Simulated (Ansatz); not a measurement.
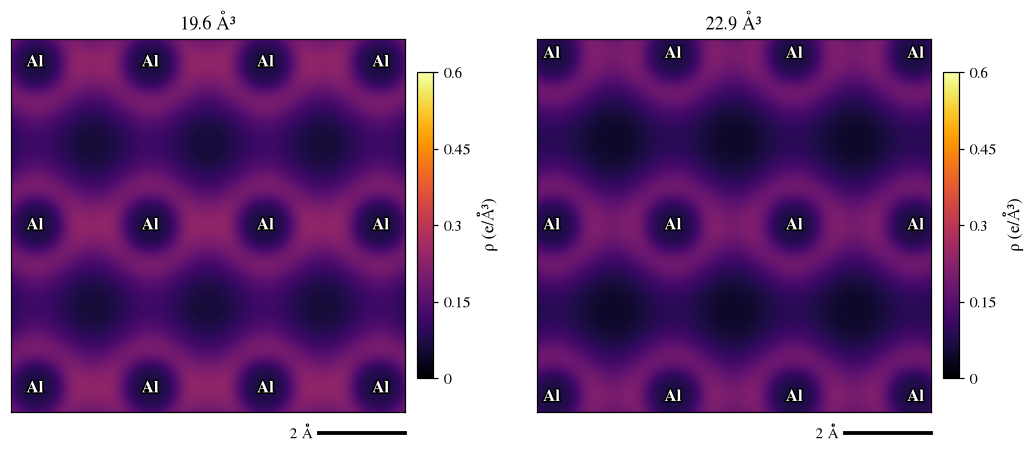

Al. The valence pseudo-density of cells scaled evenly to different volumes (given per atom above each panel), on the (110) plane of each (indices in the axes of the cell below), at one length scale and on one colour scale.

A generated structure, not necessarily the stable one; computed without spin polarisation.

These are results of DFT, revPBE, plane waves (420 eV) with PAW, scalar-relativistic in Ansatz 0.2.0, not measurements.

In a PAW calculation such maps are meaningful between the atoms, not at the nuclei.

The largest cell:

```
Al
1.0
     2.84059    0.00000    0.00000
     0.00000    2.84059    0.00000
     0.00000    0.00000    2.84059
Al
1
Cartesian
  0.0000 0.0000 0.0000
```

| volume (Å³/atom) | Al–Al contact in the plane (Å) | ρ at its midpoint (e/Å³) | pressure (GPa) | 
| --- | --- | --- | --- |
| 19.65 | 2.698 | 0.231 | 2.4 | 
| 21.28 | 2.771 | ? | ? | 
| 22.92 | 2.841 | 0.197 | −4.9 | 

Question: Estimate the missing row, and compare with the calculation.

Answer: Over the known rows ln ρ falls by 1.11 per Å of Al–Al distance (the line through the two), which gives 0.213 e/Å³ at 2.771 Å; the calculation gives 0.213 e/Å³. For the pressure, a straight line in volume between the neighbouring rows gives −1.2 GPa; the calculation gives −2.0, lower because pressure rises ever faster on compression.
